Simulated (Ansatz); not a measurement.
# TiO$_{2}$: one change and its effect

System: TiO$_{2}$ (I4/m, 12 atoms in the cell).
Method of run A: Kohn-Sham DFT of a periodic cell, BLYP, Ansatz PAW, no spin polarisation (Ansatz 0.2.0).

The structure derives from a Materials Project entry. Text and figures count atoms from 1; the logs count them from 0 in places.

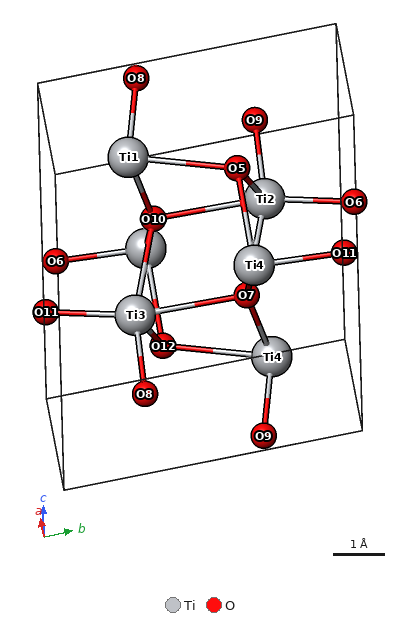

Fig. 1: The input geometry (ball-and-stick view of the reduced cell, seen at an oblique angle; atoms are numbered from 1 in the order of the input). An atom can appear more than once, as a periodic image. Near neighbours in the periodic cell (some may lie outside the picture): Ti has 6 O at 1.80 to 2.26 Å; O has 4 Ti at 1.95 to 2.26 Å; O has 2 Ti at 1.80 to 1.81 Å.

### The input, run A
```yaml
crystal:
  lattice:
    - [-4.3507577183, 4.3507577183, 1.8875555959]
    - [4.3507577183, -4.3507577183, 1.8875555959]
    - [4.3507577183, 4.3507577183, -1.8875555959]
  atoms:
    - { symbol: Ti, position: [0.292281705, 0.997144755, 0.28942646] }
    - { symbol: Ti, position: [0.002855245, 0.292281705, 0.29513695] }
    - { symbol: Ti, position: [0.997144755, 0.707718295, 0.70486305] }
    - { symbol: Ti, position: [0.707718295, 0.002855245, 0.71057354] }
    - { symbol: O, position: [0.498863825, 0.849215285, 0.34807911] }
    - { symbol: O, position: [0.16166202, 0.1596026, 0.32126462] }
    - { symbol: O, position: [0.150784715, 0.498863825, 0.64964854] }
    - { symbol: O, position: [0.1596026, 0.83833798, 0.99794058] }
    - { symbol: O, position: [0.8403974, 0.16166202, 0.00205942] }
    - { symbol: O, position: [0.849215285, 0.501136175, 0.35035146] }
    - { symbol: O, position: [0.83833798, 0.8403974, 0.67873538] }
    - { symbol: O, position: [0.501136175, 0.150784715, 0.65192089] }
hamiltonian:
  xc: blyp
  pseudopotentials: { kind: paw }
kpoints:
  mp_grid: { grid: [8, 8, 8] }
scf:
  occupations: { method: fermi_dirac, width: 0.05 }
output:
  forces: true
  stress: true
  eigenvalues: true
relax:
  f_tol: 0.01
  max_steps: 40
  cell: { stress_tol: 0.05 }
```

Command:
```bash
ansatz run input.yaml --threads 4 --pin off --max-ram 11264MiB --backend cpu --events-out ev --progress --plain --runs-dir out
```

Hardware: 4 threads of Arm Neoverse V1, 24 GiB of memory available, shared host.

### Output, shortened to warnings, some set-up lines, iterations and results (run A)
```
Basis set: ecut = 420 eV, 2795 PW (Γ), exchange–correlation on 90×90×90 points (8 copies of the dense FFT grid, shifted against one another)
Symmetry: 8 space group operations
k-points: 78 of 512
Initial density: superposition of atomic densities (neutral atoms: chi_scale 0, normalization atom), corrected by the library's trained network
[...]
SCF iter   1: F=—  HF=-14596.533544 eV  |F-HF|=—  |Δ(HF+E_count)|=         —  Δρ=1.67e-2  dr2=2.38e-1  ethr=1.77e-3  ⟨swp⟩=5.0  Hψ=17856  notcnv=0  defer=2
SCF iter   2: F=—  HF=-14596.480344 eV  |F-HF|=—  |Δ(HF+E_count)|=   5.32e-2  Δρ=6.56e-3  dr2=7.06e-2  ethr=2.48e-4  ⟨swp⟩=2.0  Hψ=8389  notcnv=0  defer=425
SCF iter   3: F=—  HF=-14596.469011 eV  |F-HF|=—  |Δ(HF+E_count)|=   1.13e-2  Δρ=2.82e-3  dr2=6.84e-3  ethr=7.35e-5  ⟨swp⟩=2.0  Hψ=6638  notcnv=0  defer=425
SCF iter   4: F=—  HF=-14596.467804 eV  |F-HF|=—  |Δ(HF+E_count)|=   1.21e-3  Δρ=9.91e-4  dr2=1.08e-3  ethr=7.12e-6  ⟨swp⟩=2.0  Hψ=6440  notcnv=0  defer=425
SCF iter   5: F=—  HF=-14596.467791 eV  |F-HF|=—  |Δ(HF+E_count)|=   1.29e-5  Δρ=3.61e-4  dr2=1.78e-4  ethr=1.13e-6  ⟨swp⟩=2.0  Hψ=6746  notcnv=0  defer=425
[... 134 lines ...]
SCF iter   4: F=—  HF=-14596.666113 eV  |F-HF|=—  |Δ(HF+E_count)|=   6.89e-9  Δρ=2.55e-6  dr2=4.01e-9  ethr=7.22e-12  ⟨swp⟩=2.5  Hψ=7044  notcnv=0
SCF iter   5: F=—  HF=-14596.666113 eV  |F-HF|=—  |Δ(HF+E_count)|=   2.66e-9  Δρ=2.60e-7  dr2=3.37e-10  ethr=4.17e-12  ⟨swp⟩=2.3  Hψ=7278  notcnv=0
SCF iter   6: F=-14596.666113 eV  HF=-14596.666113 eV  |F-HF|=1.46e-11  |Δ(HF+E_count)|=  4.91e-11  Δρ=2.69e-7  dr2=8.30e-11  ethr=1.00e-12  ⟨swp⟩=5.4  Hψ=15621  notcnv=0
SCF 15 converged in 6 iterations: F = -14596.666113 eV  dr2 = 8.30e-11
relax step  15: F+E_penalty+E_count = -14596.66611265 eV  Δ(F+E_penalty+E_count) = -2.950e-4 eV  max|allowed force component| = 1.159e-3 eV/Å  Δτ_max = 0.0000 Å  P = +0.008 …
basis re-selected at this cell: Δ(F+E_penalty+E_count) = -2.950e-4 eV, ΔP = +0.001 GPa vs the last step (what re-selecting the basis moved, of the pressure what is left beyond the Pulay correction that the steps carried, after the strain that the cell walked since its last selection, with what the …
SCF converged after 6 iterations
Free energy (F): -14596.666113 eV
Harris-Foulkes:  -14596.666113 eV  (|F-HF|=1.46e-11)
Internal energy: -14596.666113 eV  (E = F + TS)
E sigma→0 (E₀):  -14596.666113 eV
Fermi energy:    7.427530 eV
--- Per-component energies (eV) ---
  E_band       = -995.971638
  E_kinetic    = 2485.113841
  E_local      = -7984.302348  (includes V_loc(G=0)·N_el)
  E_nonlocal   = 401.807098
  E_hartree    = 3140.820429
  E_xc         = -969.643371
  E_vxc        = -1224.789271  (∫ρ·V_xc dr)
  E_paw        = -5500.794105  (= ΣΔE_a)
  E_vpaw       = -955.462762  (= ΣTr[D̂ρ^β])
  E_aug_tail   = 0.020619  (compensation charges beyond the density's cutoff)
  E_ewald      = -6169.778047
  E_core_change = 0.089772  (= ΣΔE_core)
  E_smearing   = -0.000000  (= −TS)
  E_closure    = -0.000000  (closes the sum)
  Σ components = -14596.666113   (vs F -14596.666113, Δ=0.00e0)
--- Forces (eV/Å), atoms counted from 1 ---
  atom   1  Ti    -0.00048618    -0.00115868     0.00000000
  atom   2  Ti    -0.00115868     0.00048618    -0.00000000
  atom   3  Ti     0.00115868    -0.00048618     0.00000000
  atom   4  Ti     0.00048618     0.00115868    -0.00000000
  atom   5  O      0.00096880    -0.00011973     0.00000000
  atom   6  O      0.00036530     0.00005017     0.00000000
  atom   7  O     -0.00011973    -0.00096880     0.00000000
  atom   8  O     -0.00005017     0.00036530    -0.00000000
  atom   9  O      0.00005017    -0.00036530     0.00000000
  atom  10  O      0.00011973     0.00096880    -0.00000000
  atom  11  O     -0.00036530    -0.00005017    -0.00000000
  atom  12  O     -0.00096880     0.00011973    -0.00000000
  max |Σ_I F_I| component: 0.00e0 eV/Å
--- Stress (GPa, compression-positive) ---
        0.009767      -0.000000       0.000000
        0.000000       0.009767      -0.000000
        0.000000      -0.000000       0.005365
  P = ⅓ Tr σ = 0.0083 GPa (0.083 kbar)
--- Relaxed structure (12 steps of the walk, 11 accepted, 3 SCFs on fresh bases) ---
[...]
```

The input of run B differs as follows (lines with − go, lines with + come):
```diff
-  xc: blyp
+  xc: pbesol
```

What does this change do to the results?

The total energies belong to different methods, so their difference says nothing on which is more stable or more accurate. The gap on the mesh goes from 2.34 to 1.60 eV. The volume per atom goes from 12.56 to 11.76 Å³. The functional changes from BLYP to PBEsol. The SCF takes 48 iterations over all geometry steps against 114. On the same kind of shared host run B took about 0.45 times as long.

### Output, shortened to warnings, some set-up lines, iterations and results (run B)
```
Basis set: ecut = 420 eV, 2795 PW (Γ), exchange–correlation on 90×90×90 points (8 copies of the dense FFT grid, shifted against one another)
Symmetry: 8 space group operations
k-points: 78 of 512
Initial density: superposition of atomic densities (neutral atoms: chi_scale 0, normalization atom), corrected by the library's trained network
[...]
SCF iter   1: F=—  HF=-14399.059875 eV  |F-HF|=—  |Δ(HF+E_count)|=         —  Δρ=2.03e-2  dr2=5.38e-1  ethr=1.77e-3  ⟨swp⟩=5.0  Hψ=17862  notcnv=0  defer=14
SCF iter   2: F=—  HF=-14398.981146 eV  |F-HF|=—  |Δ(HF+E_count)|=   7.87e-2  Δρ=1.08e-2  dr2=1.44e-1  ethr=5.60e-4  ⟨swp⟩=2.1  Hψ=8141  notcnv=0  defer=422
SCF iter   3: F=—  HF=-14398.955198 eV  |F-HF|=—  |Δ(HF+E_count)|=   2.59e-2  Δρ=2.78e-3  dr2=8.90e-3  ethr=1.50e-4  ⟨swp⟩=2.0  Hψ=6662  notcnv=0  defer=422
SCF iter   4: F=—  HF=-14398.953579 eV  |F-HF|=—  |Δ(HF+E_count)|=   1.62e-3  Δρ=8.83e-4  dr2=1.01e-3  ethr=9.27e-6  ⟨swp⟩=2.0  Hψ=8188  notcnv=0  defer=422
SCF iter   5: F=—  HF=-14398.953531 eV  |F-HF|=—  |Δ(HF+E_count)|=   4.82e-5  Δρ=3.58e-4  dr2=2.45e-4  ethr=1.05e-6  ⟨swp⟩=2.0  Hψ=6599  notcnv=0  defer=422
[... 52 lines ...]
SCF iter   5: F=—  HF=-14398.968497 eV  |F-HF|=—  |Δ(HF+E_count)|=   3.61e-9  Δρ=1.21e-6  dr2=1.63e-9  ethr=1.95e-12  ⟨swp⟩=2.0  Hψ=6890  notcnv=0
SCF iter   6: F=—  HF=-14398.968497 eV  |F-HF|=—  |Δ(HF+E_count)|=  1.36e-10  Δρ=7.40e-7  dr2=3.35e-10  ethr=1.70e-12  ⟨swp⟩=2.0  Hψ=6409  notcnv=0
SCF iter   7: F=-14398.968497 eV  HF=-14398.968497 eV  |F-HF|=9.09e-12  |Δ(HF+E_count)|=  3.42e-10  Δρ=2.35e-7  dr2=2.73e-11  ethr=1.00e-12  ⟨swp⟩=3.6  Hψ=17259  notcnv=0
SCF 7 converged in 7 iterations: F = -14398.968497 eV  dr2 = 2.73e-11
relax step   7: F+E_penalty+E_count = -14398.96849720 eV  Δ(F+E_penalty+E_count) = +2.001e-4 eV  max|allowed force component| = 1.928e-3 eV/Å  Δτ_max = 0.0000 Å  P = +0.005 …
basis re-selected at this cell: Δ(F+E_penalty+E_count) = +2.001e-4 eV, ΔP = -0.002 GPa vs the last step (what re-selecting the basis moved, of the pressure what is left beyond the Pulay correction that the steps carried, after the strain that the cell walked since its last selection, with what the …
SCF converged after 7 iterations
Free energy (F): -14398.968497 eV
Harris-Foulkes:  -14398.968497 eV  (|F-HF|=9.09e-12)
Internal energy: -14398.968497 eV  (E = F + TS)
E sigma→0 (E₀):  -14398.968497 eV
Fermi energy:    7.672935 eV
--- Per-component energies (eV) ---
  E_band       = -957.243782
  E_kinetic    = 2489.334001
  E_local      = -7928.652341  (includes V_loc(G=0)·N_el)
  E_nonlocal   = 403.083094
  E_hartree    = 3134.921370
  E_xc         = -972.652349
  E_vxc        = -1237.897657  (∫ρ·V_xc dr)
  E_paw        = -5299.533922  (= ΣΔE_a)
  E_vpaw       = -952.973906  (= ΣTr[D̂ρ^β])
  E_aug_tail   = 0.020216  (compensation charges beyond the density's cutoff)
  E_ewald      = -6226.328406
  E_core_change = 0.839841  (= ΣΔE_core)
  E_smearing   = -0.000000  (= −TS)
  E_closure    = 0.000000  (closes the sum)
  Σ components = -14398.968497   (vs F -14398.968497, Δ=0.00e0)
--- Forces (eV/Å), atoms counted from 1 ---
  atom   1  Ti    -0.00084609    -0.00192806     0.00000000
  atom   2  Ti    -0.00192806     0.00084609     0.00000000
  atom   3  Ti     0.00192806    -0.00084609     0.00000000
  atom   4  Ti     0.00084609     0.00192806     0.00000000
  atom   5  O      0.00098727    -0.00055043     0.00000000
  atom   6  O      0.00080721    -0.00000871     0.00000000
  atom   7  O     -0.00055043    -0.00098727     0.00000000
  atom   8  O      0.00000871     0.00080721    -0.00000000
  atom   9  O     -0.00000871    -0.00080721    -0.00000000
  atom  10  O      0.00055043     0.00098727    -0.00000000
  atom  11  O     -0.00080721     0.00000871     0.00000000
  atom  12  O     -0.00098727     0.00055043     0.00000000
  max |Σ_I F_I| component: 1.95e-18 eV/Å
--- Stress (GPa, compression-positive) ---
       -0.002327       0.000000       0.000000
       -0.000000      -0.002327       0.000000
        0.000000      -0.000000       0.020369
  P = ⅓ Tr σ = 0.0052 GPa (0.052 kbar)
--- Relaxed structure (5 steps of the walk, 5 accepted, 2 SCFs on fresh bases) ---
[...]
```

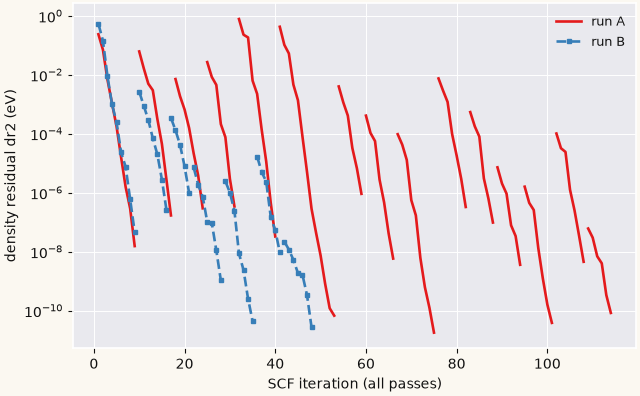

Fig. 2: Convergence of the two runs: density residual dr2 against the SCF iteration. A break in a curve parts two SCF passes. Run A takes 114 iterations in all, and run B takes 48.

### The two runs side by side

| quantity | run A | run B |
| --- | --- | --- |
| outcome | converged | converged |
| free energy per atom (eV) | −1216.3888 | −1199.9140 |
| gap on the mesh (eV) | 2.34 | 1.60 |
| pressure (GPa) | 0.01 | 0.01 |
| volume per atom (Å³) | 12.56 | 11.76 |
| largest force (eV/Å) | 0.001 | 0.002 |
| SCF iterations | 114 | 48 |
| irreducible k-points | 78 | 78 |
| wall time (shared host) | 3.1 min | 84 s |

For run A: Points of doubt noted for this run: forces on files of another functional.
